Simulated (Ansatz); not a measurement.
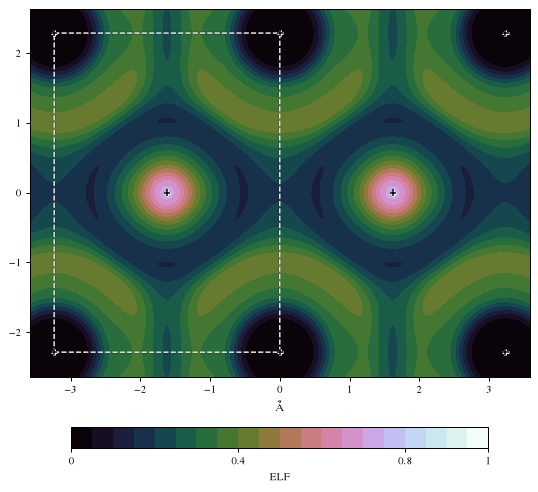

The ELF on a plane through atoms (crosses mark nuclei in the plane).

All numbers below come from Ansatz 0.2.0, DFT r2SCAN, scalar-relativistic, plane waves, PAW.

Candidates:
A. AlNi, a = 2.86 Å, b = 2.86 Å, c = 2.87 Å, α = 90.00°, β = 90.00°, γ = 89.99°. Space group P4/mmm; a structure from a database of computed crystals, not necessarily the ambient phase; computed without spin polarisation.
B. NiSb, a = 3.23 Å, b = 3.23 Å, c = 3.23 Å, α = 90.00°, β = 90.00°, γ = 89.99°. Space group Pm-3m; computed without spin polarisation.

Q: Which system is this?

A: Candidate B: NiSb on the (101) plane of the conventional cell, which holds Sb and Ni. Ni–Sb (2.80 Å): the ELF is about 0.40 at the midpoint.
